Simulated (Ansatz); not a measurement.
## Nudged elastic band of Pd₁₆H (part 2 of 3)

Continued. System: Pd₁₆H (defect cell, 17 atoms in the cell). Method: DFT PBE, scalar-relativistic, plane waves, PAW, no spin polarisation (Ansatz 0.2.0); cutoff 420 eV, 4×4×4 k-mesh, Gaussian smearing of 0.1 eV. The structure derives from a Materials Project entry. It belongs to a series of runs on one base structure; here: climbing-image band for the jump of H by 2.79 A.

Geometry of the input (Å; fractional positions):
```
3.9422  3.9422  -3.9422
-3.9422  -3.9422  -3.9422
-3.9422  3.9422  3.9422
Pd 0.2528  0.7528  0.0001
Pd 0.5000  0.5000  0.0000
Pd 0.7473  0.2473  0.0001
Pd 0.7500  0.7500  0.5000
Pd 0.0000  0.7527  0.2528
Pd 0.2528  0.5000  0.2528
Pd 0.5000  0.2500  0.2500
Pd 0.7500  -0.0000  0.2500
Pd 0.0000  0.0000  0.0000
Pd 0.5000  0.7500  0.7500
Pd 0.7472  0.5000  0.7473
Pd 0.0000  0.5000  0.5000
Pd 0.2500  0.2500  0.5000
Pd 0.5000  -0.0000  0.5000
Pd 0.0000  0.2473  0.7473
Pd 0.2500  -0.0000  0.7500
H  -0.0006  0.4986  -0.0018
```

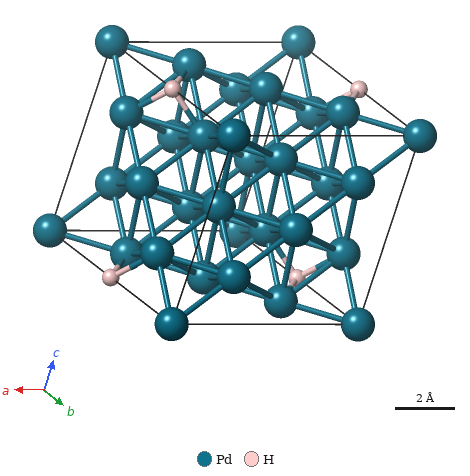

**Figure 1.** The input geometry (ball-and-stick view of the cell of the calculation, seen at an oblique angle).

## The program's output, continued
```
NEB image 2
SCF 37 converged in 7 iterations: F = -111581.578878 eV  dr2 = 5.68e-8
NEB image 3
SCF 38 converged in 6 iterations: F = -111581.562779 eV  dr2 = 3.82e-8
NEB iter  12: max|band force component| = 4.044e-1 eV/Å  barrier→ = 0.1468 eV  barrier← = 0.1468 eV  CI = image 1  Δτ_max = 0.1985 Å  (19 SCF iters)
NEB image 1
SCF 39 converged in 7 iterations: F = -111581.516316 eV  dr2 = 3.29e-8
NEB image 2
SCF 40 converged in 7 iterations: F = -111581.595173 eV  dr2 = 4.06e-8
NEB image 3
SCF 41 converged in 6 iterations: F = -111581.564483 eV  dr2 = 1.64e-8
NEB iter  13: max|band force component| = 1.679e-1 eV/Å  barrier→ = 0.1692 eV  barrier← = 0.1692 eV  CI = image 1  Δτ_max = 0.0356 Å  (20 SCF iters)
NEB image 1
SCF 42 converged in 6 iterations: F = -111581.519337 eV  dr2 = 6.82e-8
NEB image 2
SCF 43 converged in 6 iterations: F = -111581.603257 eV  dr2 = 2.64e-8
NEB image 3
SCF 44 converged in 6 iterations: F = -111581.562768 eV  dr2 = 6.63e-10
NEB iter  14: max|band force component| = 8.971e-2 eV/Å  barrier→ = 0.1661 eV  barrier← = 0.1661 eV  CI = image 1  Δτ_max = 0.0187 Å  (18 SCF iters)
NEB image 1
preconditioner: auto → Kerker (q_TF=auto, 2.804 Å⁻¹)  [metal: Δε(μ)=0.010 eV  Ē_g=8.482 eV  σ=0.100 eV  W_gap=0.05  n_scr=86 (ndim 8)  ℏωp=30.1 eV  f_vac=0.000  D(μ)=38.64/eV (n_scr^D=626)]
SCF 45 converged in 6 iterations: F = -111581.520076 eV  dr2 = 8.42e-9
NEB image 2
preconditioner: auto → Kerker (q_TF=auto, 2.804 Å⁻¹)  [metal: Δε(μ)=0.003 eV  Ē_g=8.493 eV  σ=0.100 eV  W_gap=0.02  n_scr=86 (ndim 8)  ℏωp=30.1 eV  f_vac=0.000  D(μ)=38.45/eV (n_scr^D=626)]
SCF 46 converged in 6 iterations: F = -111581.603496 eV  dr2 = 2.25e-9
NEB image 3
iter 1 solved again at ethr=2.99e-9 eV; its pass at ethr=3.10e-3 eV (dr2=8.65e-6 eV) is discarded
SCF iter   1: F=—  HF=-111581.562654 eV  |F-HF|=—  |Δ(HF+E_count)|=         —  Δρ=7.67e-5  dr2=8.99e-6  ethr=2.99e-9  ⟨swp⟩=2.0  Hψ=18211  notcnv=0
preconditioner: auto → Kerker (q_TF=auto, 2.804 Å⁻¹)  [metal: Δε(μ)=0.002 eV  Ē_g=8.488 eV  σ=0.100 eV  W_gap=0.01  n_scr=86 (ndim 8)  ℏωp=30.1 eV  f_vac=0.000  D(μ)=38.55/eV (n_scr^D=626)]
SCF iter   2: F=—  HF=-111581.562671 eV  |F-HF|=—  |Δ(HF+E_count)|=   1.69e-5  Δρ=4.39e-5  dr2=3.22e-6  ethr=2.99e-9  ⟨swp⟩=1.0  Hψ=5568  notcnv=0
iter 3 did not close the SCF: its close was put off for the readings that it lacked (scf_convergence_deferred on its scf_iter line)
SCF iter   3: F=-111581.562670 eV  HF=-111581.562670 eV  |F-HF|=9.60e-10  |Δ(HF+E_count)|=   1.05e-6  Δρ=4.47e-6  dr2=3.11e-8  ethr=1.12e-9  ⟨swp⟩=2.0  Hψ=8169  notcnv=0
iter 4 did not close the SCF: its close was put off for the readings that it lacked (scf_convergence_deferred on its scf_iter line)
SCF iter   4: F=-111581.562670 eV  HF=-111581.562670 eV  |F-HF|=7.57e-10  |Δ(HF+E_count)|=   4.69e-9  Δρ=1.21e-6  dr2=2.10e-9  ethr=1.08e-11  ⟨swp⟩=2.0  Hψ=8158  notcnv=0
iter 5 did not close the SCF: its close was put off for the readings that it lacked (scf_convergence_deferred on its scf_iter line)
SCF iter   5: F=-111581.562670 eV  HF=-111581.562670 eV  |F-HF|=2.62e-10  |Δ(HF+E_count)|=  1.75e-10  Δρ=4.06e-7  dr2=3.88e-10  ethr=1.00e-12  ⟨swp⟩=2.2  Hψ=9800  notcnv=0
SCF iter   6: F=-111581.562670 eV  HF=-111581.562670 eV  |F-HF|=1.46e-11  |Δ(HF+E_count)|=  1.46e-11  Δρ=1.02e-7  dr2=4.72e-11  ethr=1.00e-12  ⟨swp⟩=1.0  Hψ=11264  notcnv=0
SCF 47 converged in 6 iterations: F = -111581.562670 eV  dr2 = 4.72e-11
NEB image 2
NSCF: frozen V_eff on 32 k-points
NEB image 3
NSCF: frozen V_eff on 32 k-points
NEB image 1
NSCF: frozen V_eff on 32 k-points
the band table was solved once a step of the walk had ended and its energy, with any forces and stress, was formed, with the checks that follow a solve (17210 applications of the Hamiltonian). They found nothing against the state; the energy, forces and stress were not computed again (output.eigenvalues in the input reference)
NEB iter  15: max|band force component| = 9.037e-3 eV/Å  barrier→ = 0.1654 eV  barrier← = 0.1654 eV  CI = image 1  Δτ_max = 0.0000 Å  (18 SCF iters)
```

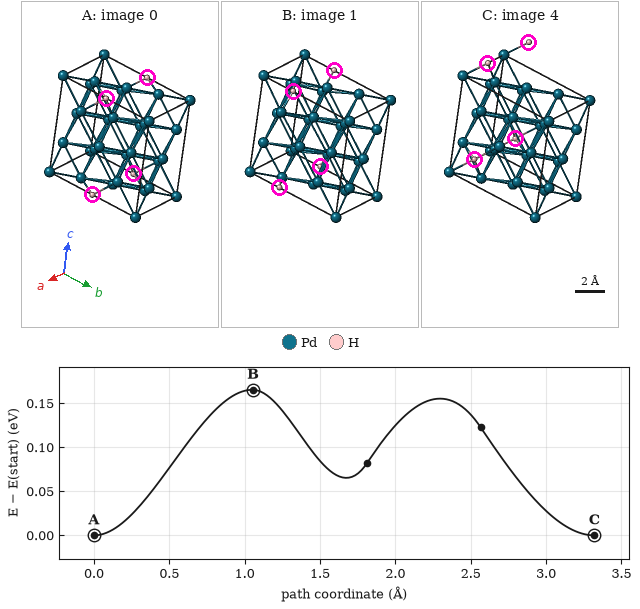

**Figure 2.** Images of the last band (counted from 0; ball-and-stick, simulation cell, seen slightly off an axis), with the moving atom and its periodic copies ringed, above the energy along the path; the line is a cubic interpolation that uses the forces. The highest image is number 1, 0.165 eV above the start and 0.165 eV above the end (the climbing image); start and end have the same energy. The path is 3.32 Å long, and H17 moves most (2.79 Å). The band converged in 15 iterations.

```
SCF converged after 6 iterations
Free energy (F): -111581.520076 eV
Harris-Foulkes:  -111581.520076 eV  (|F-HF|=6.00e-9)
Internal energy: -111581.326855 eV  (E = F + TS)
E sigma→0 (E₀):  -111581.423466 eV
Entropy (-TS):   -0.193221 eV (-11.366 meV/atom)
Fermi energy:    18.971377 eV
--- Per-component energies (eV) ---
  E_band       = -2393.336924
  E_kinetic    = 8231.936557
  E_local      = -28798.689854  (includes V_loc(G=0)·N_el)
  E_nonlocal   = 3477.890628
  E_hartree    = 11682.665568
  E_xc         = -2707.422728
  E_vxc        = -3397.192164  (∫ρ·V_xc dr)
  E_paw        = -60005.253171  (= ΣΔE_a)
  E_vpaw       = -5272.615356  (= ΣTr[D̂ρ^β])
  E_aug_tail   = 0.002112  (compensation charges beyond the density's cutoff)
  E_ewald      = -43462.455969
  E_smearing   = -0.193221  (= −TS)
  E_closure    = -0.000000  (closes the sum)
  Σ components = -111581.520076   (vs F -111581.520076, Δ=0.00e0)
--- Forces (eV/Å), atoms counted from 1 ---
  atom   1  Pd    -0.00123534     0.00006427     0.00079111
  atom   2  Pd    -0.00250293    -0.00233230     0.00026532
  atom   3  Pd     0.00861090     0.00713157    -0.00691379
  atom   4  Pd    -0.00021780     0.00152545    -0.00284651
  atom   5  Pd    -0.00043066    -0.00117453    -0.00117220
  atom   6  Pd     0.00856502    -0.00689254     0.00710412
  atom   7  Pd    -0.00370764    -0.00094821     0.00355483
  atom   8  Pd     0.00204633    -0.00146099     0.00003835
  atom   9  Pd    -0.00478304    -0.00595259    -0.00592429
  atom  10  Pd    -0.00370742     0.00353781    -0.00095791
  atom  11  Pd    -0.00122027     0.00086322     0.00008213
  atom  12  Pd    -0.00263143    -0.00124465    -0.00123462
  atom  13  Pd     0.00206052     0.00002994    -0.00146151
  atom  14  Pd    -0.00253732     0.00030396    -0.00234837
  atom  15  Pd    -0.00149693     0.00600416     0.00602618
  atom  16  Pd    -0.00020707    -0.00284438     0.00151886
  atom  17  H      0.00339784     0.00339054     0.00347888
  max |Σ_I F_I| component: 2.76e-6 eV/Å
--- Band table (eV; the first three rows and the last of 32) ---
  k-point 0: bands = ["-65.1546", "-65.1478", "-65.1469", "-65.0410", "-65.0255", "-65.0244", "-65.0159", "-65.0122", "-65.0107", "-65.0098", "-65.0077", "-65.0051", "-64.9937", "-64.9847", "-64.9838", "-64.9675", "-31.0733", "-31.0182", "-31.0118", "-30.9337", "-30.9316", "-30.9081", "-30.9054", "-30.9002", "-30.8997", "-30.8787", "-30.8755", "-30.8725", "-30.8529", "-30.8521", "-30.8295", "-30.8107", "-30.8054", "-30.8003", "-30.7938", "-30.7615", "-30.7580", "-30.7468", "-30.7405", "-30.7397",
      "-30.7354", "-30.7307", "-30.7244", "-30.7227", "-30.7124", "-30.7107", "-30.6986", "-30.6826", "-30.6776", "-30.6766", "-30.6711", "-30.6683", "-30.6655", "-30.6606", "-30.6597", "-30.6542", "-30.6479", "-30.6432", "-30.6347", "-30.6273", "-30.6210", "-30.6165", "-30.5986", "-30.5956", "11.1424", "12.9041", "14.0605", "14.1086", "14.1159", "14.3068", "14.3166", "14.3468", "14.3860", "14.3962", "14.5961", "14.7820", "14.8012", "14.8152", "14.8401", "14.8468",
      "14.8520", "14.8596", "14.8902", "15.3522", "15.5343", "15.5718", "15.5993", "15.6246", "15.6453", "15.6545", "15.6973", "15.7029", "15.8240", "15.9145", "15.9480", "15.9981", "16.0144", "16.0447", "16.0461", "16.0725", "16.1041", "16.1238", "16.3271", "16.3689", "16.3732", "16.4034", "16.4105", "16.4419", "16.4494", "16.5039", "16.6830", "16.7070", "16.7480", "17.1082", "17.1889", "17.1968", "17.2452", "17.2615", "17.2803", "17.3010",
      "17.3098", "17.3290", "17.5711", "17.6283", "17.6302", "17.6981", "17.7102", "17.9530", "18.1084", "18.1387", "18.2859", "18.3086", "18.4135", "18.4161", "18.4312", "18.4349", "18.4629", "18.4670", "18.4777", "18.5061", "18.5093", "18.5372", "19.0435", "19.0572", "19.0746", "19.0837", "19.1050", "19.1218", "20.7376", "21.2411", "21.2657", "21.2958", "21.3138", "21.3208", "22.2400", "22.5778", "22.5810", "23.4435", "23.6909", "23.7047",
      "26.3059", "26.9729", "26.9787", "27.9393", "29.0210", "29.1733", "29.2819", "29.3573", "29.3583", "29.8151", "29.9317", "29.9747", "30.3134", "30.6405"]
  k-point 1: bands = ["-65.1536", "-65.1481", "-65.1474", "-65.0358", "-65.0321", "-65.0265", "-65.0146", "-65.0125", "-65.0105", "-65.0087", "-65.0069", "-65.0049", "-64.9944", "-64.9843", "-64.9835", "-64.9674", "-31.0769", "-31.0166", "-31.0117", "-30.9230", "-30.9213", "-30.9178", "-30.9149", "-30.9069", "-30.9061", "-30.8844", "-30.8813", "-30.8723", "-30.8617", "-30.8523", "-30.8274", "-30.8099", "-30.8035", "-30.7850", "-30.7782", "-30.7602", "-30.7560", "-30.7491", "-30.7370", "-30.7335",
      "-30.7260", "-30.7208", "-30.7142", "-30.7120", "-30.7061", "-30.7051", "-30.6954", "-30.6944", "-30.6888", "-30.6859", "-30.6811", "-30.6780", "-30.6774", "-30.6692", "-30.6664", "-30.6609", "-30.6372", "-30.6361", "-30.6261", "-30.6231", "-30.6217", "-30.6141", "-30.6059", "-30.6033", "11.2286", "13.4209", "13.6341", "13.9922", "14.2177", "14.4481", "14.4530", "14.4659", "14.4685", "14.5004", "14.5067", "14.5401", "14.6180", "14.6635", "14.6671", "14.7012",
      "14.8355", "14.9100", "14.9336", "14.9377", "15.0255", "15.0425", "15.3631", "15.4961", "15.4983", "15.5538", "15.6523", "15.6786", "15.8443", "15.8853", "16.1034", "16.2844", "16.3532", "16.4124", "16.4399", "16.4493", "16.4571", "16.4920", "16.4959", "16.5240", "16.5266", "16.5557", "16.5897", "16.6012", "16.6206", "16.6270", "16.7295", "16.7348", "16.8675", "16.8832", "16.9181", "16.9405", "17.0039", "17.0450", "17.1246", "17.1500",
      "17.2207", "17.2241", "17.4917", "17.5421", "17.7468", "17.7811", "17.8124", "17.8560", "17.8663", "17.9026", "18.0028", "18.0302", "18.0964", "18.1496", "18.2845", "18.3414", "18.7846", "18.7909", "18.8471", "18.8634", "18.8780", "18.8791", "18.8980", "18.9028", "18.9158", "18.9195", "18.9249", "18.9369", "20.3920", "20.6155", "21.4214", "21.8560", "21.9167", "21.9218", "22.7086", "23.2049", "23.2302", "23.2589", "24.3293", "24.4889",
      "26.1013", "26.3371", "26.5930", "26.6298", "26.9872", "27.1347", "28.1146", "28.9255", "29.2774", "29.5014", "29.6083", "29.6415", "30.2990", "30.8348"]
  k-point 2: bands = ["-65.1546", "-65.1474", "-65.1472", "-65.0410", "-65.0255", "-65.0244", "-65.0159", "-65.0122", "-65.0106", "-65.0098", "-65.0077", "-65.0051", "-64.9937", "-64.9848", "-64.9837", "-64.9675", "-31.0733", "-31.0177", "-31.0123", "-30.9338", "-30.9315", "-30.9080", "-30.9054", "-30.9003", "-30.8998", "-30.8787", "-30.8755", "-30.8725", "-30.8529", "-30.8521", "-30.8295", "-30.8107", "-30.8055", "-30.8003", "-30.7937", "-30.7615", "-30.7581", "-30.7469", "-30.7405", "-30.7397",
      "-30.7354", "-30.7306", "-30.7245", "-30.7226", "-30.7124", "-30.7107", "-30.6986", "-30.6826", "-30.6777", "-30.6767", "-30.6711", "-30.6683", "-30.6655", "-30.6606", "-30.6597", "-30.6542", "-30.6478", "-30.6433", "-30.6347", "-30.6274", "-30.6210", "-30.6165", "-30.5986", "-30.5957", "11.1424", "12.9041", "14.0605", "14.1086", "14.1159", "14.3068", "14.3166", "14.3469", "14.3860", "14.3961", "14.5960", "14.7818", "14.8013", "14.8151", "14.8402", "14.8468",
      "14.8521", "14.8595", "14.8902", "15.3523", "15.5341", "15.5719", "15.5992", "15.6246", "15.6456", "15.6544", "15.6972", "15.7031", "15.8243", "15.9142", "15.9476", "15.9982", "16.0145", "16.0444", "16.0462", "16.0726", "16.1044", "16.1236", "16.3269", "16.3689", "16.3733", "16.4034", "16.4105", "16.4420", "16.4493", "16.5039", "16.6832", "16.7070", "16.7481", "17.1079", "17.1887", "17.1969", "17.2452", "17.2615", "17.2803", "17.3010",
      "17.3097", "17.3287", "17.5713", "17.6284", "17.6302", "17.6978", "17.7103", "17.9531", "18.1084", "18.1387", "18.2862", "18.3092", "18.4132", "18.4160", "18.4311", "18.4347", "18.4630", "18.4670", "18.4780", "18.5062", "18.5092", "18.5370", "19.0433", "19.0573", "19.0745", "19.0836", "19.1052", "19.1218", "20.7377", "21.2409", "21.2656", "21.2960", "21.3138", "21.3207", "22.2401", "22.5778", "22.5809", "23.4434", "23.6910", "23.7048",
      "26.3058", "26.9729", "26.9786", "27.9398", "29.0207", "29.1734", "29.2820", "29.3572", "29.3583", "29.8149", "29.9321", "29.9742", "30.3133", "30.6404"]
```
